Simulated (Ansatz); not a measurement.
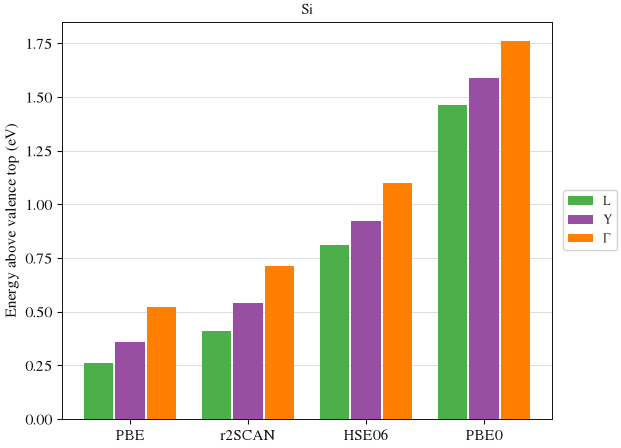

Lowest conduction level at each named k point, counted from the valence-band top at Γ, by several methods on one cell of Si, space group C2/m, 8 atoms in the primitive cell, relaxed with r2SCAN; a = 7.18 Å, b = 7.18 Å, c = 6.34 Å, α = 96.53°, β = 96.53°, γ = 31.10°. All runs are without spin-orbit coupling and carry no moments. In reduced coordinates of the cell that was run, L is (0.5, 0.5, −0.5) and Y is (0.5, 0.5, −1).

Does PBE0 shift these levels rigidly from PBE?

The shifts are +1.20 eV at L, +1.23 eV at Y and +1.24 eV at Γ, and at points that aren't plotted +1.26 eV (Z), +1.21 eV (M), +1.26 eV (N) and +1.26 eV (I): over the named points that both runs hold, a spread of 0.06 eV on a mean of 1.24 eV, so one shift describes them well.

How do the methods rank at L?

From low to high: PBE 0.26, r2SCAN 0.41, HSE06 0.81, PBE0 1.46 eV.

Do the methods agree on which of these conduction levels is lowest?

Yes: all put it at L.

| method | program | L (eV) | Y (eV) | Γ (eV) |
| --- | --- | --- | --- | --- |
| PBE | Ansatz | 0.26 | 0.36 | 0.52 |
| r2SCAN | Ansatz | 0.41 | 0.54 | 0.71 |
| HSE06 | Ansatz | 0.81 | 0.92 | 1.10 |
| PBE0 | Ansatz | 1.46 | 1.59 | 1.76 |

Settings. PBE: Ansatz PAW set, 8×8×4 k mesh, 420 eV cutoff, Fermi-Dirac smearing of 0.02 eV (Ansatz). r2SCAN: Ansatz PAW set, 8×8×4 k mesh, 500 eV cutoff, fixed occupations (Ansatz). HSE06: Ansatz PAW set, 4×4×2 k mesh, 420 eV cutoff, fixed occupations (Ansatz 0.2.0). PBE0: Ansatz PAW set, 4×4×2 k mesh, 420 eV cutoff, fixed occupations (Ansatz 0.2.0).

The cell comes from a database of computed structures, and whether it is the stable form of this composition wasn't checked. r2SCAN, HSE06 and PBE0: the PAW data sets were made with another functional. LDA, GGA and most meta-GGA functionals understate gaps. HSE06 and PBE0: the k mesh is coarse, so the values aren't converged, least of all with exact exchange. In reduced coordinates of the cell that was run, Z is (0, 0, 0.5), M is (0.5, 0, 0), N is (0.5, 0, −0.5) and I is (0.735, 0.265, −0.5).
